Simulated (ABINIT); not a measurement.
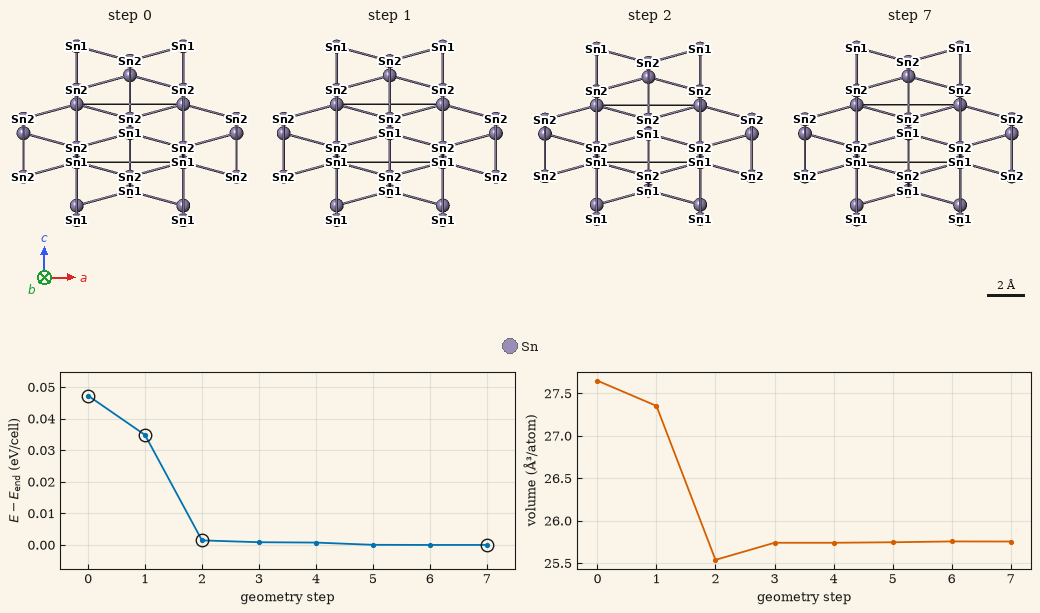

Frames of a relaxation of crystalline Sn (set up in I4_1/amd), marked on the history of the run. The picture is a ball-and-stick view of the conventional cell (2 times the calculation's cell), seen along the b axis. Lengths and directions refer to the drawn axes.

The run lets cell and atoms move.

The calculation used Kohn-Sham DFT of a periodic cell, LDA, HGH LDA (ABINIT).

Input file:
```
# Pseudopotentials
pp_dirpath "./"
pseudos "Sn.hgh"

# Structure
acell 4.4549543932 4.4549543932 4.4549543932 Angstrom
rprim
    -0.6599709438     0.6599709438     0.3589940205
     0.6599709438    -0.6599709438     0.3589940205
     0.6599709438     0.6599709438    -0.3589940205
ntypat 1
znucl 50
natom 2
typat 1 1
chkprim 0
chksymtnons 0
tolsym 1.0e-6
xred
            0.0            0.0            0.0
            3/4            1/4            1/2

# Plane-wave basis
ecut 15.0
ecutsm 0.5

# k points
kptopt 1
ngkpt 7 7 7
nshiftk 1
shiftk 0.0 0.0 0.0

# Exchange and correlation
ixc 7

# Bands and occupations
nband 8
occopt 3
tsmear 0.05 eV

# SCF cycle
nstep 80
tolvrs 1.0e-12

# Output
iomode 3
prteig 0
prtebands 0
prtwf 0
prtden 0

# Relaxation
ionmov 2
optcell 2
ntime 50
tolmxf 2.0e-5
dilatmx 1.08
```

Command:
```bash
mpirun --bind-to none -np 4 abinit run.abi > log 2>&1
```

Q: Describe the path.

A: After 7 geometry steps the energy has fallen by 47.3 meV per cell of the calculation. All forces vanish by symmetry, so only the cell relaxes. Pressure: −3.52 GPa at the start and 0.00 GPa at the end. The atoms keep their places relative to the cell (all moves are under 0.005 Å). The drawn cell changes as follows: a = b 5.880 → 5.707 Å (−2.9 %), c 3.199 → 3.163 Å (−1.1 %); the volume changes by −6.9 %. Among the contacts that change: Sn1–Sn2 3.047 → 2.961 Å, Sn1–Sn1 3.199 → 3.163 Å. The space group stays I4_1/amd (No. 141). From step 0 to 1: volume −1.1 %, energy −12.5 meV per cell of the calculation. From step 1 to 2: volume −6.6 %, energy −33.4 meV per cell of the calculation. From step 2 to 7: volume +0.8 %, energy −1.4 meV per cell of the calculation.
